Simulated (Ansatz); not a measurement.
NiGe3: geometry relaxation (part 1 of 2)

NiGe3 (Pm-3m, 4 atoms in the cell), computed with DFT PBEsol, scalar-relativistic, plane waves, PAW, no spin polarisation (Ansatz 0.2.0).

The structure was built on a prototype by a generator; it need not be a known phase. Figures and captions count atoms from 1; the log counts them from 0 in places.

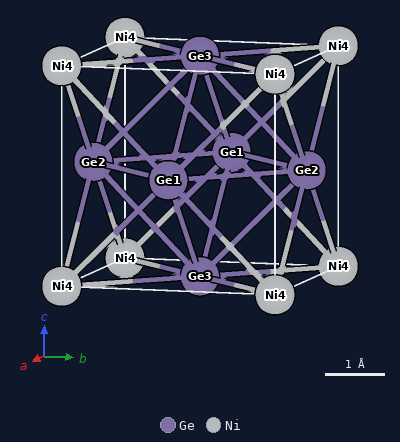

Figure 1. The starting structure (ball-and-stick view of the cell of the calculation, seen slightly off an axis; atoms are numbered from 1 in the order of the input). An atom can appear more than once, as a periodic image.

### The input
```yaml
crystal:
  lattice:
    - [3.824562921, 0.0, 0.0]
    - [0.0, 3.824562921, 0.0]
    - [0.0, 0.0, 3.824562921]
  atoms:
    - { symbol: Ge, position: [0.0, 0.5, 0.5] }
    - { symbol: Ge, position: [0.5, 0.0, 0.5] }
    - { symbol: Ge, position: [0.5, 0.5, 0.0] }
    - { symbol: Ni, position: [0.0, 0.0, 0.0] }
basis:
  ecutwfc: 420
kpoints:
  mp_grid: { grid: [6, 6, 6] }
hamiltonian:
  xc: pbesol
scf:
  occupations: { method: gaussian, width: 0.1 }
output:
  forces: true
  stress: true
  eigenvalues: true
relax:
  adjacent_minimum: "off"
  f_tol: 0.05
  max_steps: 80
  cell: { stress_tol: 0.5 }
```

Hardware: 1 thread of Intel Xeon @ 2.50GHz (Skylake/Cascade Lake), 189 GiB of memory available, shared host.

Command:
```bash
ansatz run input.yaml --threads 1 --pin off --max-ram 2560MiB --backend cpu --events-out ev --progress --plain --runs-dir out
```

### What the program printed
```
Engine: ansatz 0.2.0, x86_64-unknown-linux-gnu
Pseudopotentials: kind: paw
Pseudopotential: Ge, paw, valence charge 14, recommended cutoff 420 eV (normal), Ge.paw.azcp
Pseudopotential: Ni, paw, valence charge 18, recommended cutoff 420 eV (normal), Ni.paw.azcp
Functional definition: PBEsol
  exchange = pbesol_x
  correlation = pbesol_c
Crystal: 4 atoms, lattice volume = 55.943 Å³
Basis set: ecut = 420 eV, 1045 PW (Γ), exchange–correlation on 54×54×54 points (8 copies of the dense FFT grid, shifted against one another)
Bands: 36, of which v1, the nominal top of the filled ones, is band 30 counted from 1 (29 counted from 0)
Symmetry: 48 space group operations
Space group: Pm-3m (ITA 221), of the structure as read, at distance tolerance 3.8e-5 Å
k-points: 20 of 216
Non-local potential: Ge, projectors of the file, l = 0: 2, l = 1: 2, l = 2: 3, l = 3: 1
Non-local potential: Ni, projectors of the file, l = 0: 3, l = 1: 2, l = 2: 3, l = 3: 1
PAW form: soft (Blöchl's): semilocal exchange-correlation on the pseudo side does not see the compensation charge
PAW frozen core: Ge, regenerated for the run's functional, and the local potential with it (the file was generated under x = pbe(κ = 0.804, μ = 0.2195149727645171), c = pbe(β = 0.06672455060314922))
PAW frozen core: Ni, regenerated for the run's functional, and the local potential with it (the file was generated under x = pbe(κ = 0.804, μ = 0.2195149727645171), c = pbe(β = 0.06672455060314922))
PAW one-centre angular grid: Ge, 590 points (default); XC on 64 Gauss nodes
PAW one-centre angular grid: Ni, 590 points (default); XC on 64 Gauss nodes
Initial density: superposition of atomic densities (neutral atoms: chi_scale 0, normalization atom), corrected by the library's trained network
Initial wavefunctions: pseudopotential atomic-orbital guess
Functional: x = pbesol(κ = 0.804, μ = 0.12345679012345678), c = pbesol(β = 0.046)
SCF iter   1: F=—  HF=-18564.239651 eV  |F-HF|=—  |Δ(HF+E_count)|=         —  Δρ=2.88e-3  dr2=2.70e-3  ethr=1.77e-3  ⟨swp⟩=5.6  Hψ=2537  notcnv=0  defer=1
preconditioner: auto → Kerker (q_TF=auto, 2.760 Å⁻¹)  [metal: Δε(μ)=0.065 eV  Ē_g=19.870 eV  σ=0.100 eV  W_gap=0.35  n_scr=18 (ndim 8)  ℏωp=35.8 eV  f_vac=0.000  D(μ)=3.41/eV (n_scr^D=32)]
SCF iter   2: F=—  HF=-18564.238121 eV  |F-HF|=—  |Δ(HF+E_count)|=   1.53e-3  Δρ=1.27e-3  dr2=9.41e-4  ethr=4.49e-6  ⟨swp⟩=2.0  Hψ=1484  notcnv=0  defer=1
SCF iter   3: F=—  HF=-18564.237969 eV  |F-HF|=—  |Δ(HF+E_count)|=   1.52e-4  Δρ=7.58e-4  dr2=3.82e-4  ethr=1.57e-6  ⟨swp⟩=1.0  Hψ=695  notcnv=0  defer=1
SCF iter   4: F=—  HF=-18564.237898 eV  |F-HF|=—  |Δ(HF+E_count)|=   7.10e-5  Δρ=3.42e-4  dr2=5.43e-5  ethr=6.37e-7  ⟨swp⟩=2.0  Hψ=917  notcnv=0  defer=1
SCF iter   5: F=—  HF=-18564.237885 eV  |F-HF|=—  |Δ(HF+E_count)|=   1.34e-5  Δρ=6.16e-5  dr2=3.52e-6  ethr=9.04e-8  ⟨swp⟩=1.3  Hψ=705  notcnv=0  defer=1
SCF iter   6: F=—  HF=-18564.237884 eV  |F-HF|=—  |Δ(HF+E_count)|=   7.14e-7  Δρ=1.37e-5  dr2=1.17e-7  ethr=5.86e-9  ⟨swp⟩=2.0  Hψ=915  notcnv=0  defer=1
SCF iter   7: F=-18564.237884 eV  HF=-18564.237884 eV  |F-HF|=1.77e-9  |Δ(HF+E_count)|=   3.65e-8  Δρ=4.14e-6  dr2=7.46e-9  ethr=1.67e-10  ⟨swp⟩=6.8  Hψ=2999  notcnv=0
SCF 1 converged in 7 iterations: F = -18564.237884 eV  dr2 = 7.46e-9
  greatest PAW one-centre occupation: 1.001 electrons in one spin orbital (limit 2), on the Ni atom at site 3 (counted from 0), in its partial waves of l = 1
relax step   1: F+E_penalty+E_count = -18564.23788412 eV  Δ(F+E_penalty+E_count) = +0.000e0 eV  max|allowed force component| = 2.008e-29 eV/Å  Δτ_max = 0.0000 Å  P = +13.740 GPa  Ω = 55.943 Å³  (7 SCF iters, dr2 threshold 1.00e-7 eV, accepted)
Crystal: 4 atoms, lattice volume = 61.903 Å³
Basis set: ecut = 420 eV, 1213 PW (Γ), exchange–correlation on 54×54×54 points (8 copies of the dense FFT grid, shifted against one another)
Initial density: handed on by an earlier stage of this run
Initial wavefunctions: those handed on with the density
iter 1 solved again at ethr=2.79e-4 eV; its pass at ethr=3.10e-3 eV (dr2=1.67e-1 eV) is discarded
SCF iter   1: F=—  HF=-18564.500968 eV  |F-HF|=—  |Δ(HF+E_count)|=         —  Δρ=1.50e-2  dr2=1.62e-1  ethr=2.79e-4  ⟨swp⟩=1.1  Hψ=3369  notcnv=0
preconditioner: auto → Kerker (q_TF=auto, 2.714 Å⁻¹)  [metal: Δε(μ)=0.002 eV  Ē_g=19.477 eV  σ=0.100 eV  W_gap=0.01  n_scr=18 (ndim 8)  ℏωp=34.0 eV  f_vac=0.000  D(μ)=5.41/eV (n_scr^D=80)]
SCF iter   2: F=—  HF=-18564.491996 eV  |F-HF|=—  |Δ(HF+E_count)|=   8.97e-3  Δρ=6.63e-3  dr2=4.08e-2  ethr=2.69e-4  ⟨swp⟩=1.2  Hψ=725  notcnv=0
SCF iter   3: F=—  HF=-18564.487969 eV  |F-HF|=—  |Δ(HF+E_count)|=   4.03e-3  Δρ=1.66e-3  dr2=2.83e-3  ethr=6.80e-5  ⟨swp⟩=1.0  Hψ=720  notcnv=0
SCF iter   4: F=—  HF=-18564.487555 eV  |F-HF|=—  |Δ(HF+E_count)|=   4.14e-4  Δρ=4.09e-4  dr2=5.39e-5  ethr=4.72e-6  ⟨swp⟩=2.0  Hψ=1230  notcnv=0
SCF iter   5: F=—  HF=-18564.487454 eV  |F-HF|=—  |Δ(HF+E_count)|=   1.01e-4  Δρ=1.87e-4  dr2=1.53e-5  ethr=8.98e-8  ⟨swp⟩=2.0  Hψ=1200  notcnv=0
SCF iter   6: F=—  HF=-18564.487454 eV  |F-HF|=—  |Δ(HF+E_count)|=   2.97e-7  Δρ=3.93e-5  dr2=5.30e-7  ethr=2.55e-8  ⟨swp⟩=2.0  Hψ=798  notcnv=0
SCF iter   7: F=-18564.487454 eV  HF=-18564.487454 eV  |F-HF|=3.37e-9  |Δ(HF+E_count)|=   2.08e-7  Δρ=5.61e-6  dr2=1.25e-8  ethr=6.67e-10  ⟨swp⟩=5.3  Hψ=3137  notcnv=0
SCF 2 converged in 7 iterations: F = -18564.487454 eV  dr2 = 1.25e-8
relax step   2: F+E_penalty+E_count = -18564.48745431 eV  Δ(F+E_penalty+E_count) = -2.496e-1 eV  max|allowed force component| = 6.738e-30 eV/Å  Δτ_max = 0.0000 Å  P = +1.097 GPa  Ω = 61.903 Å³  energy of the carried Pulay correction = -1.494e-3 eV  (7 SCF iters, dr2 threshold 4.00e-7 eV, accepted)
Crystal: 4 atoms, lattice volume = 62.480 Å³
iter 1 solved again at ethr=1.92e-6 eV; its pass at ethr=3.10e-3 eV (dr2=1.15e-3 eV) is discarded
SCF iter   1: F=—  HF=-18564.489770 eV  |F-HF|=—  |Δ(HF+E_count)|=         —  Δρ=1.46e-3  dr2=1.49e-3  ethr=1.92e-6  ⟨swp⟩=2.0  Hψ=3257  notcnv=0
preconditioner: auto → Kerker (q_TF=auto, 2.710 Å⁻¹)  [metal: Δε(μ)=0.037 eV  Ē_g=19.379 eV  σ=0.100 eV  W_gap=0.21  n_scr=18 (ndim 8)  ℏωp=33.9 eV  f_vac=0.000  D(μ)=5.23/eV (n_scr^D=80)]
SCF iter   2: F=—  HF=-18564.489684 eV  |F-HF|=—  |Δ(HF+E_count)|=   8.63e-5  Δρ=5.95e-4  dr2=3.38e-4  ethr=1.92e-6  ⟨swp⟩=1.0  Hψ=720  notcnv=0
SCF iter   3: F=—  HF=-18564.489609 eV  |F-HF|=—  |Δ(HF+E_count)|=   7.47e-5  Δρ=1.50e-4  dr2=2.62e-5  ethr=5.63e-7  ⟨swp⟩=1.0  Hψ=720  notcnv=0
SCF iter   4: F=—  HF=-18564.489607 eV  |F-HF|=—  |Δ(HF+E_count)|=   2.19e-6  Δρ=5.41e-5  dr2=1.19e-6  ethr=4.36e-8  ⟨swp⟩=2.0  Hψ=868  notcnv=0
iter 5 did not close the SCF: its close was put off for the readings that it lacked (scf_convergence_deferred on its scf_iter line)
SCF iter   5: F=-18564.489607 eV  HF=-18564.489607 eV  |F-HF|=1.72e-7  |Δ(HF+E_count)|=   5.98e-8  Δρ=1.07e-5  dr2=5.38e-8  ethr=1.99e-9  ⟨swp⟩=2.0  Hψ=1053  notcnv=0
SCF iter   6: F=-18564.489607 eV  HF=-18564.489607 eV  |F-HF|=4.50e-9  |Δ(HF+E_count)|=   7.12e-8  Δρ=6.16e-6  dr2=1.55e-8  ethr=8.97e-11  ⟨swp⟩=2.5  Hψ=2669  notcnv=0
SCF 3 converged in 6 iterations: F = -18564.489607 eV  dr2 = 1.55e-8
relax step   3: F+E_penalty+E_count = -18564.48960708 eV  Δ(F+E_penalty+E_count) = -2.153e-3 eV  max|allowed force component| = 2.736e-29 eV/Å  Δτ_max = 0.0000 Å  P = +0.178 GPa  Ω = 62.480 Å³  energy of the carried Pulay correction = -1.631e-3 eV  (6 SCF iters, dr2 threshold 4.00e-7 eV, accepted)
Initial wavefunctions: pseudopotential atomic-orbital guess (no wavefunctions were taken with the density)
iter 1 solved again at ethr=2.27e-7 eV; its pass at ethr=3.10e-3 eV (dr2=1.36e-4 eV) is discarded
SCF iter   1: F=—  HF=-18564.488331 eV  |F-HF|=—  |Δ(HF+E_count)|=         —  Δρ=3.06e-3  dr2=1.27e-4  ethr=2.27e-7  ⟨swp⟩=3.1  Hψ=4118  notcnv=0
preconditioner: auto → Kerker (q_TF=auto, 2.710 Å⁻¹)  [metal: Δε(μ)=0.042 eV  Ē_g=19.374 eV  σ=0.100 eV  W_gap=0.23  n_scr=18 (ndim 8)  ℏωp=33.9 eV  f_vac=0.000  D(μ)=5.19/eV (n_scr^D=80)]
SCF iter   2: F=—  HF=-18564.490884 eV  |F-HF|=—  |Δ(HF+E_count)|=   2.55e-3  Δρ=1.56e-3  dr2=3.70e-5  ethr=2.12e-7  ⟨swp⟩=1.1  Hψ=724  notcnv=0
SCF iter   3: F=—  HF=-18564.491594 eV  |F-HF|=—  |Δ(HF+E_count)|=   7.10e-4  Δρ=6.29e-5  dr2=8.49e-7  ethr=6.16e-8  ⟨swp⟩=1.0  Hψ=720  notcnv=0
SCF iter   4: F=—  HF=-18564.491592 eV  |F-HF|=—  |Δ(HF+E_count)|=   2.45e-6  Δρ=6.78e-6  dr2=1.30e-8  ethr=1.42e-9  ⟨swp⟩=2.3  Hψ=1256  notcnv=0
SCF iter   5: F=—  HF=-18564.491592 eV  |F-HF|=—  |Δ(HF+E_count)|=   9.43e-9  Δρ=4.82e-6  dr2=8.10e-9  ethr=2.17e-11  ⟨swp⟩=2.0  Hψ=1299  notcnv=0
SCF iter   6: F=-18564.491592 eV  HF=-18564.491592 eV  |F-HF|=4.05e-9  |Δ(HF+E_count)|=   2.74e-9  Δρ=2.79e-6  dr2=3.61e-9  ethr=6.67e-12  ⟨swp⟩=3.0  Hψ=2648  notcnv=0
SCF 4 converged in 6 iterations: F = -18564.491592 eV  dr2 = 3.61e-9
relax step   4: F+E_penalty+E_count = -18564.49159171 eV  Δ(F+E_penalty+E_count) = -1.985e-3 eV  max|allowed force component| = 3.594e-29 eV/Å  Δτ_max = 0.0000 Å  P = +0.233 GPa  Ω = 62.480 Å³  stress off target by 2.33e-1 GPa  SCF on the basis re-selected at this cell (its energy is not comparable with the rows above)  (6 SCF iters)
```

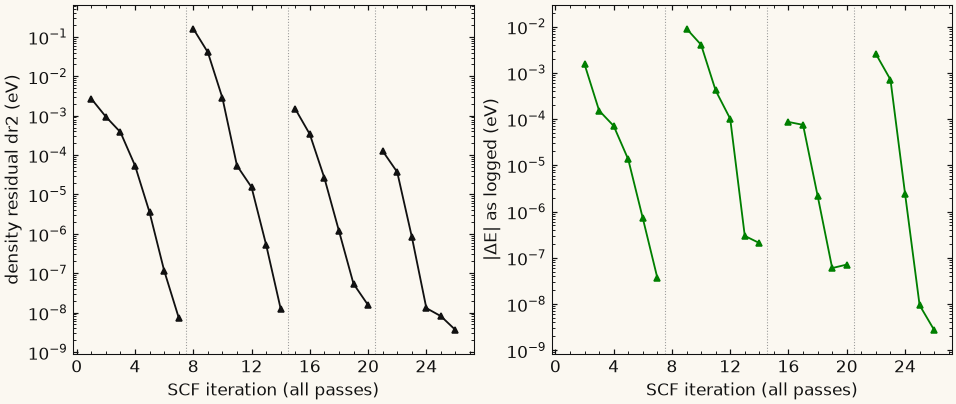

Figure 2. Convergence of the self-consistent field: density residual dr2 and size of the energy change against the SCF iteration. The dotted lines part the SCF passes of the relaxation: geometry steps, rejected trials and re-solves on a re-selected basis. The passes take 7, 7, 6 and 6 iterations.
